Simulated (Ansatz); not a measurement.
## Run report: Pt16H, geometry relaxation (part 1 of 3)

System: Pt16H (slab, 17 atoms in the cell).
Method: DFT PBE+D3(BJ), scalar-relativistic, plane waves, PAW, no spin polarisation (Ansatz 0.2.0).

The structure derives from an entry of the Crystallography Open Database. The input holds or restrains some coordinates. Forces given for the steps count only the free coordinates.

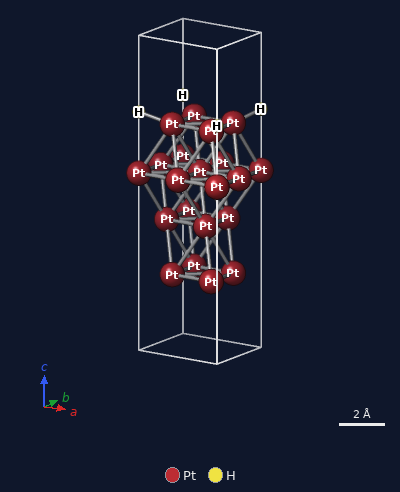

**Figure 1.** The structure as given in the input (ball-and-stick view of the cell of the calculation, with the vacuum cut short, seen slightly off an axis). An atom can appear more than once, as a periodic image.

## Input
```yaml
crystal:
  lattice:
    - [5.555888461, 0.0, 0.0]
    - [-2.7779442305, 4.8115405478, 0.0]
    - [0.0, 0.0, 25.8045458987]
  atoms:
    - { symbol: Pt, position: [0.3333333333, 0.1666666667, 0.329399325] }
    - { symbol: Pt, position: [0.3333333333, 0.6666666667, 0.329399325] }
    - { symbol: Pt, position: [0.8333333333, 0.1666666667, 0.329399325] }
    - { symbol: Pt, position: [0.8333333333, 0.6666666667, 0.329399325] }
    - { symbol: Pt, position: [0.6666666667, 0.3333333333, 0.4172978671] }
    - { symbol: Pt, position: [0.6666666667, 0.8333333333, 0.4172978671] }
    - { symbol: Pt, position: [0.1666666667, 0.3333333333, 0.4172978671] }
    - { symbol: Pt, position: [0.1666666667, 0.8333333333, 0.4172978671] }
    - { symbol: Pt, position: [0.0, 0.5, 0.5046029143] }
    - { symbol: Pt, position: [0.0, 0.0, 0.5046029143] }
    - { symbol: Pt, position: [0.5, 0.5, 0.5046029143] }
    - { symbol: Pt, position: [0.5, 0.0, 0.5046029143] }
    - { symbol: Pt, position: [0.3333333333, 0.6666666667, 0.5935036549] }
    - { symbol: Pt, position: [0.3333333333, 0.1666666667, 0.5935036549] }
    - { symbol: Pt, position: [0.8333333333, 0.6666666667, 0.5935036549] }
    - { symbol: Pt, position: [0.8333333333, 0.1666666667, 0.5935036549] }
    - { symbol: H, position: [0.0, 0.0, 0.6121050286] }
basis:
  ecutwfc: 420
kpoints:
  mp_grid: { grid: [6, 6, 1] }
hamiltonian:
  xc: pbe
  dispersion: d3bj
scf:
  occupations: { method: gaussian, width: 0.1 }
output:
  forces: true
  eigenvalues: true
  write_density: true
  write_potential: true
  elf: true
  volumetric_format: npy
relax:
  adjacent_minimum: "off"
  f_tol: 0.03
  max_steps: 70
  constraints: [{ sites: [0, 1, 2, 3, 4, 5, 6, 7] }]
efield:
  axis: 3
  dipole_correction: true
```

Run on 4 threads of Intel Xeon (Sapphire Rapids), 64 GiB of memory available, shared host.

Run as:
```bash
ansatz run input.yaml --threads 4 --pin off --max-ram 10240MiB --backend cpu --events-out ev --progress --plain --runs-dir out
```

## What the program printed
```
Engine: ansatz 0.2.0, x86_64-unknown-linux-gnu
Pseudopotentials: kind: paw
Pseudopotential: Pt, paw, valence charge 18, recommended cutoff 420 eV (normal), Pt.paw.azcp
Pseudopotential: H, paw, valence charge 1, recommended cutoff 420 eV (normal), H.paw.azcp
Functional definition: PBE
  parameter kappa = 0.804
  parameter beta = 0.06672455060314922
  exchange = pbe_x(kappa = kappa, mu = beta*pi^2/3)
  correlation = pbe_c(beta = beta)
Crystal: 17 atoms, lattice volume = 689.817 Å³
Basis set: ecut = 420 eV, 13539 PW (Γ), exchange–correlation on 80×80×360 points (8 copies of the dense FFT grid, shifted against one another)
Bands: 174, of which v1, the nominal top of the filled ones, is band 145 counted from 1 (144 counted from 0)
Symmetry: 6 space group operations
Space group: P3m1 (ITA 156), of the structure as read, at distance tolerance 8.8e-5 Å
k-points: 7 of 36 (time reversal used)
Non-local potential: Pt, projectors of the file, l = 0: 3, l = 1: 2, l = 2: 2, l = 3: 1
Non-local potential: H, projectors of the file, l = 0: 2, l = 1: 1
PAW form: soft (Blöchl's): semilocal exchange-correlation on the pseudo side does not see the compensation charge
PAW one-centre angular grid: Pt, 590 points (default); XC on 64 Gauss nodes
PAW one-centre angular grid: H, 110 points (default); XC on 64 Gauss nodes
Initial density: superposition of atomic densities (neutral atoms: chi_scale 0, normalization atom), corrected by the library's trained network
Initial wavefunctions: pseudopotential atomic-orbital guess
Functional: x = pbe(κ = 0.804, μ = 0.2195149727645171), c = pbe(β = 0.06672455060314922)
SCF iter   1: F=—  HF=-200388.776055 eV  |F-HF|=—  |Δ(HF+E_count)|=         —  Δρ=9.04e-3  dr2=8.69e0  ethr=1.77e-3  p=-0.029 e·Å  D=-7.70e-3 V/Å  ΔV_dip=0.20 eV  dr2_dipole=3.37e0  V_vac-E_F(+/−)=5.34/5.14 eV  ⟨swp⟩=7.1  Hψ=5204  notcnv=0  defer=45
efield: sawtooth ramp at fractional position 0.9208 (placed from the atoms, in the widest stretch of the axis that holds none; the zero of the levels goes with the place), width 0.1000; the density the first Hamiltonian is built on has a dipole p = -0.029 e·Å; the dipole correction subtracts the counter field D = -7.70e-3 V/Å, which shifts the + side's vacuum level by +0.20 eV against the − side's; the planar-averaged density in the ramp window peaks in size at 1.3e-5 e/Å³
preconditioner: auto → LDOS  [metal: Δε(μ)=0.004 eV  Ē_g=7.468 eV  σ=0.100 eV  W_gap=0.02  n_scr=150 (ndim 8)  ℏωp=17.9 eV  f_vac=0.596  D(μ)=24.24/eV (n_scr^D=176)  β→1.0]
SCF iter   2: F=—  HF=-200388.705770 eV  |F-HF|=—  |Δ(HF+E_count)|=   7.03e-2  Δρ=3.87e-3  dr2=1.72e-1  ethr=1.77e-3  p=0.052 e·Å  D=1.37e-2 V/Å  ΔV_dip=-0.35 eV  dr2_dipole=1.17e-3  V_vac-E_F(+/−)=5.55/5.90 eV  ⟨swp⟩=1.0  Hψ=1407  notcnv=0  defer=94
SCF iter   3: F=—  HF=-200388.684741 eV  |F-HF|=—  |Δ(HF+E_count)|=   2.10e-2  Δρ=1.61e-3  dr2=1.57e-1  ethr=5.96e-5  p=-0.011 e·Å  D=-2.86e-3 V/Å  ΔV_dip=0.07 eV  dr2_dipole=4.82e-2  V_vac-E_F(+/−)=5.57/5.49 eV  ⟨swp⟩=3.0  Hψ=2031  notcnv=0  defer=113
SCF iter   4: F=—  HF=-200388.673371 eV  |F-HF|=—  |Δ(HF+E_count)|=   1.14e-2  Δρ=7.30e-4  dr2=1.23e-2  ethr=5.42e-5  p=0.014 e·Å  D=3.76e-3 V/Å  ΔV_dip=-0.10 eV  dr2_dipole=1.08e-4  V_vac-E_F(+/−)=5.57/5.67 eV  ⟨swp⟩=2.0  Hψ=1636  notcnv=0  defer=113
SCF iter   5: F=—  HF=-200388.671491 eV  |F-HF|=—  |Δ(HF+E_count)|=   1.88e-3  Δρ=2.92e-4  dr2=1.64e-3  ethr=4.27e-6  p=0.011 e·Å  D=2.94e-3 V/Å  ΔV_dip=-0.08 eV  dr2_dipole=9.01e-6  V_vac-E_F(+/−)=5.57/5.65 eV  ⟨swp⟩=2.7  Hψ=1908  notcnv=0  defer=99
SCF iter   6: F=—  HF=-200388.671420 eV  |F-HF|=—  |Δ(HF+E_count)|=   7.15e-5  Δρ=1.38e-4  dr2=7.15e-4  ethr=5.68e-7  p=0.010 e·Å  D=2.75e-3 V/Å  ΔV_dip=-0.07 eV  dr2_dipole=1.18e-5  V_vac-E_F(+/−)=5.57/5.64 eV  ⟨swp⟩=2.3  Hψ=1651  notcnv=0  defer=99
SCF iter   7: F=—  HF=-200388.671421 eV  |F-HF|=—  |Δ(HF+E_count)|=   8.21e-7  Δρ=7.53e-5  dr2=1.20e-4  ethr=2.47e-7  p=0.011 e·Å  D=2.80e-3 V/Å  ΔV_dip=-0.07 eV  dr2_dipole=1.78e-6  V_vac-E_F(+/−)=5.57/5.64 eV  ⟨swp⟩=1.6  Hψ=1153  notcnv=0  defer=99
SCF iter   8: F=-200388.671408 eV  HF=-200388.671419 eV  |F-HF|=1.19e-5  |Δ(HF+E_count)|=   1.26e-6  Δρ=3.04e-5  dr2=1.89e-5  ethr=7.79e-9  p=0.011 e·Å  D=2.78e-3 V/Å  ΔV_dip=-0.07 eV  dr2_dipole=3.00e-7  V_vac-E_F(+/−)=5.57/5.64 eV  ⟨swp⟩=22.3  Hψ=12937  notcnv=0
SCF 1 converged in 8 iterations: F = -200388.671408 eV  dr2 = 1.89e-5
  greatest PAW one-centre occupation: 1.000 electrons in one spin orbital (limit 2), on the Pt atom at site 4 (counted from 0), in its partial waves of l = 0
relax step   1: F+E_penalty+E_count = -200388.67140753 eV  Δ(F+E_penalty+E_count) = +0.000e0 eV  max|allowed force component| = 1.951e0 eV/Å  Δτ_max = 0.0000 Å  (8 SCF iters, dr2 threshold 2.25e-5 eV, accepted)
Initial density: handed on by an earlier stage of this run
Initial wavefunctions: those handed on with the density
iter 1 solved again at ethr=4.32e-5 eV; its pass at ethr=3.10e-3 eV (dr2=1.25e-1 eV) is discarded
SCF iter   1: F=—  HF=-200389.035512 eV  |F-HF|=—  |Δ(HF+E_count)|=         —  Δρ=4.68e-3  dr2=1.03e-1  ethr=4.32e-5  p=0.011 e·Å  D=2.79e-3 V/Å  ΔV_dip=-0.07 eV  dr2_dipole=6.35e-3  V_vac-E_F(+/−)=5.56/5.64 eV  ⟨swp⟩=2.7  Hψ=4419  notcnv=0  defer=125
efield: sawtooth ramp at fractional position 0.9208 (handed on by an earlier solve), width 0.1000; the density the first Hamiltonian is built on has a dipole p = 0.011 e·Å; the dipole correction subtracts the counter field D = 2.79e-3 V/Å, which shifts the + side's vacuum level by -0.07 eV against the − side's; the planar-averaged density in the ramp window peaks in size at 3.7e-6 e/Å³
preconditioner: auto → LDOS  [metal: Δε(μ)=0.012 eV  Ē_g=7.472 eV  σ=0.100 eV  W_gap=0.06  n_scr=150 (ndim 8)  ℏωp=17.9 eV  f_vac=0.596  D(μ)=25.85/eV (n_scr^D=200)  β→1.0]
SCF iter   2: F=—  HF=-200389.038852 eV  |F-HF|=—  |Δ(HF+E_count)|=   3.34e-3  Δρ=2.23e-3  dr2=5.96e-2  ethr=3.56e-5  p=0.003 e·Å  D=7.34e-4 V/Å  ΔV_dip=-0.02 eV  dr2_dipole=5.15e-4  V_vac-E_F(+/−)=5.61/5.62 eV  ⟨swp⟩=3.0  Hψ=2302  notcnv=0  defer=125
SCF iter   3: F=—  HF=-200389.025310 eV  |F-HF|=—  |Δ(HF+E_count)|=   1.35e-2  Δρ=8.57e-4  dr2=1.46e-2  ethr=2.06e-5  p=0.008 e·Å  D=2.14e-3 V/Å  ΔV_dip=-0.06 eV  dr2_dipole=5.15e-5  V_vac-E_F(+/−)=5.58/5.63 eV  ⟨swp⟩=2.9  Hψ=2127  notcnv=0  defer=126
SCF iter   4: F=—  HF=-200389.021883 eV  |F-HF|=—  |Δ(HF+E_count)|=   3.43e-3  Δρ=2.49e-4  dr2=8.68e-4  ethr=5.04e-6  p=0.010 e·Å  D=2.49e-3 V/Å  ΔV_dip=-0.06 eV  dr2_dipole=6.15e-6  V_vac-E_F(+/−)=5.57/5.63 eV  ⟨swp⟩=2.4  Hψ=1811  notcnv=0  defer=127
SCF iter   5: F=—  HF=-200389.021728 eV  |F-HF|=—  |Δ(HF+E_count)|=   1.55e-4  Δρ=1.06e-4  dr2=2.35e-4  ethr=3.00e-7  p=0.009 e·Å  D=2.41e-3 V/Å  ΔV_dip=-0.06 eV  dr2_dipole=2.50e-6  V_vac-E_F(+/−)=5.57/5.63 eV  ⟨swp⟩=2.0  Hψ=1694  notcnv=0  defer=129
SCF iter   6: F=-200389.021684 eV  HF=-200389.021723 eV  |F-HF|=3.91e-5  |Δ(HF+E_count)|=   5.41e-6  Δρ=4.96e-5  dr2=4.96e-5  ethr=3.46e-8  p=0.009 e·Å  D=2.45e-3 V/Å  ΔV_dip=-0.06 eV  dr2_dipole=2.72e-7  V_vac-E_F(+/−)=5.57/5.63 eV  ⟨swp⟩=22.7  Hψ=13175  notcnv=0
SCF 2 converged in 6 iterations: F = -200389.021684 eV  dr2 = 4.96e-5
relax step   2: F+E_penalty+E_count = -200389.02168358 eV  Δ(F+E_penalty+E_count) = -3.503e-1 eV  max|allowed force component| = 6.430e-1 eV/Å  Δτ_max = 0.1947 Å  (6 SCF iters, dr2 threshold 1.00e-4 eV, accepted)
SCF iter   1: F=—  HF=-200389.147056 eV  |F-HF|=—  |Δ(HF+E_count)|=         —  Δρ=2.93e-3  dr2=5.60e-2  ethr=2.51e-4  p=0.009 e·Å  D=2.45e-3 V/Å  ΔV_dip=-0.06 eV  dr2_dipole=8.96e-3  V_vac-E_F(+/−)=5.57/5.63 eV  ⟨swp⟩=4.0  Hψ=2934  notcnv=0  defer=112
efield: sawtooth ramp at fractional position 0.9208 (handed on by an earlier solve), width 0.1000; the density the first Hamiltonian is built on has a dipole p = 0.009 e·Å; the dipole correction subtracts the counter field D = 2.45e-3 V/Å, which shifts the + side's vacuum level by -0.06 eV against the − side's; the planar-averaged density in the ramp window peaks in size at 3.1e-6 e/Å³
preconditioner: auto → LDOS  [metal: Δε(μ)=0.013 eV  Ē_g=7.451 eV  σ=0.100 eV  W_gap=0.07  n_scr=150 (ndim 8)  ℏωp=17.9 eV  f_vac=0.595  D(μ)=25.32/eV (n_scr^D=200)  β→1.0]
SCF iter   2: F=—  HF=-200389.145697 eV  |F-HF|=—  |Δ(HF+E_count)|=   1.36e-3  Δρ=8.50e-4  dr2=7.78e-3  ethr=1.94e-5  p=0.008 e·Å  D=2.08e-3 V/Å  ΔV_dip=-0.05 eV  dr2_dipole=1.48e-4  V_vac-E_F(+/−)=5.58/5.63 eV  ⟨swp⟩=3.0  Hψ=2159  notcnv=0  defer=122
SCF iter   3: F=—  HF=-200389.145503 eV  |F-HF|=—  |Δ(HF+E_count)|=   1.93e-4  Δρ=5.72e-4  dr2=6.74e-3  ethr=2.69e-6  p=0.013 e·Å  D=3.35e-3 V/Å  ΔV_dip=-0.09 eV  dr2_dipole=5.53e-6  V_vac-E_F(+/−)=5.55/5.63 eV  ⟨swp⟩=3.0  Hψ=2198  notcnv=0  defer=122
SCF iter   4: F=—  HF=-200389.144091 eV  |F-HF|=—  |Δ(HF+E_count)|=   1.41e-3  Δρ=2.38e-4  dr2=8.64e-4  ethr=2.33e-6  p=0.011 e·Å  D=2.98e-3 V/Å  ΔV_dip=-0.08 eV  dr2_dipole=2.28e-5  V_vac-E_F(+/−)=5.55/5.63 eV  ⟨swp⟩=2.0  Hψ=1622  notcnv=0  defer=122
SCF iter   5: F=—  HF=-200389.143914 eV  |F-HF|=—  |Δ(HF+E_count)|=   1.77e-4  Δρ=7.98e-5  dr2=1.55e-4  ethr=2.99e-7  p=0.011 e·Å  D=3.00e-3 V/Å  ΔV_dip=-0.08 eV  dr2_dipole=5.78e-9  V_vac-E_F(+/−)=5.55/5.63 eV  ⟨swp⟩=2.1  Hψ=1691  notcnv=0  defer=122
SCF iter   6: F=—  HF=-200389.143897 eV  |F-HF|=—  |Δ(HF+E_count)|=   1.68e-5  Δρ=3.03e-5  dr2=2.62e-5  ethr=5.36e-8  p=0.011 e·Å  D=2.89e-3 V/Å  ΔV_dip=-0.07 eV  dr2_dipole=1.64e-8  V_vac-E_F(+/−)=5.56/5.63 eV  ⟨swp⟩=2.0  Hψ=1707  notcnv=0  defer=122
SCF iter   7: F=-200389.143892 eV  HF=-200389.143896 eV  |F-HF|=3.97e-6  |Δ(HF+E_count)|=   1.13e-6  Δρ=1.63e-5  dr2=5.79e-6  ethr=8.94e-9  p=0.011 e·Å  D=2.89e-3 V/Å  ΔV_dip=-0.07 eV  dr2_dipole=2.42e-7  V_vac-E_F(+/−)=5.56/5.63 eV  ⟨swp⟩=22.3  Hψ=11972  notcnv=0
SCF 3 converged in 7 iterations: F = -200389.143892 eV  dr2 = 5.79e-6
relax step   3: F+E_penalty+E_count = -200389.14389218 eV  Δ(F+E_penalty+E_count) = -1.222e-1 eV  max|allowed force component| = 2.979e-1 eV/Å  Δτ_max = 0.1950 Å  (7 SCF iters, dr2 threshold 2.58e-5 eV, accepted)
SCF iter   1: F=—  HF=-200389.159758 eV  |F-HF|=—  |Δ(HF+E_count)|=         —  Δρ=1.56e-3  dr2=8.42e-3  ethr=4.08e-5  p=0.011 e·Å  D=2.89e-3 V/Å  ΔV_dip=-0.07 eV  dr2_dipole=6.06e-5  V_vac-E_F(+/−)=5.56/5.63 eV  ⟨swp⟩=3.3  Hψ=2363  notcnv=0  defer=133
efield: sawtooth ramp at fractional position 0.9208 (handed on by an earlier solve), width 0.1000; the density the first Hamiltonian is built on has a dipole p = 0.011 e·Å; the dipole correction subtracts the counter field D = 2.89e-3 V/Å, which shifts the + side's vacuum level by -0.07 eV against the − side's; the planar-averaged density in the ramp window peaks in size at 2.8e-6 e/Å³
preconditioner: auto → LDOS  [metal: Δε(μ)=0.008 eV  Ē_g=7.436 eV  σ=0.100 eV  W_gap=0.04  n_scr=150 (ndim 8)  ℏωp=17.9 eV  f_vac=0.594  D(μ)=25.18/eV (n_scr^D=200)  β→1.0]
SCF iter   2: F=—  HF=-200389.159103 eV  |F-HF|=—  |Δ(HF+E_count)|=   6.55e-4  Δρ=5.40e-4  dr2=2.87e-3  ethr=2.91e-6  p=0.012 e·Å  D=3.27e-3 V/Å  ΔV_dip=-0.08 eV  dr2_dipole=3.31e-4  V_vac-E_F(+/−)=5.55/5.63 eV  ⟨swp⟩=3.0  Hψ=2575  notcnv=0  defer=133
SCF iter   3: F=—  HF=-200389.158524 eV  |F-HF|=—  |Δ(HF+E_count)|=   5.79e-4  Δρ=2.03e-4  dr2=9.16e-4  ethr=9.92e-7  p=0.010 e·Å  D=2.54e-3 V/Å  ΔV_dip=-0.07 eV  dr2_dipole=5.26e-5  V_vac-E_F(+/−)=5.57/5.63 eV  ⟨swp⟩=2.6  Hψ=1980  notcnv=0  defer=133
SCF iter   4: F=—  HF=-200389.158400 eV  |F-HF|=—  |Δ(HF+E_count)|=   1.24e-4  Δρ=7.48e-5  dr2=6.53e-5  ethr=3.17e-7  p=0.012 e·Å  D=3.03e-3 V/Å  ΔV_dip=-0.08 eV  dr2_dipole=2.96e-7  V_vac-E_F(+/−)=5.55/5.63 eV  ⟨swp⟩=2.6  Hψ=1685  notcnv=0  defer=133
SCF iter   5: F=—  HF=-200389.158393 eV  |F-HF|=—  |Δ(HF+E_count)|=   6.46e-6  Δρ=3.66e-5  dr2=2.30e-5  ethr=2.26e-8  p=0.011 e·Å  D=2.98e-3 V/Å  ΔV_dip=-0.08 eV  dr2_dipole=3.20e-8  V_vac-E_F(+/−)=5.56/5.63 eV  ⟨swp⟩=3.0  Hψ=1959  notcnv=0  defer=133
SCF iter   6: F=-200389.158387 eV  HF=-200389.158394 eV  |F-HF|=7.01e-6  |Δ(HF+E_count)|=   7.19e-7  Δρ=2.02e-5  dr2=9.38e-6  ethr=3.34e-9  p=0.011 e·Å  D=3.00e-3 V/Å  ΔV_dip=-0.08 eV  dr2_dipole=3.33e-9  V_vac-E_F(+/−)=5.56/5.63 eV  ⟨swp⟩=22.0  Hψ=11826  notcnv=0
SCF 4 converged in 6 iterations: F = -200389.158387 eV  dr2 = 9.38e-6
relax step   4: F+E_penalty+E_count = -200389.15838692 eV  Δ(F+E_penalty+E_count) = -1.449e-2 eV  max|allowed force component| = 5.528e-2 eV/Å  Δτ_max = 0.0830 Å  (6 SCF iters, dr2 threshold 9.64e-6 eV, accepted)
```
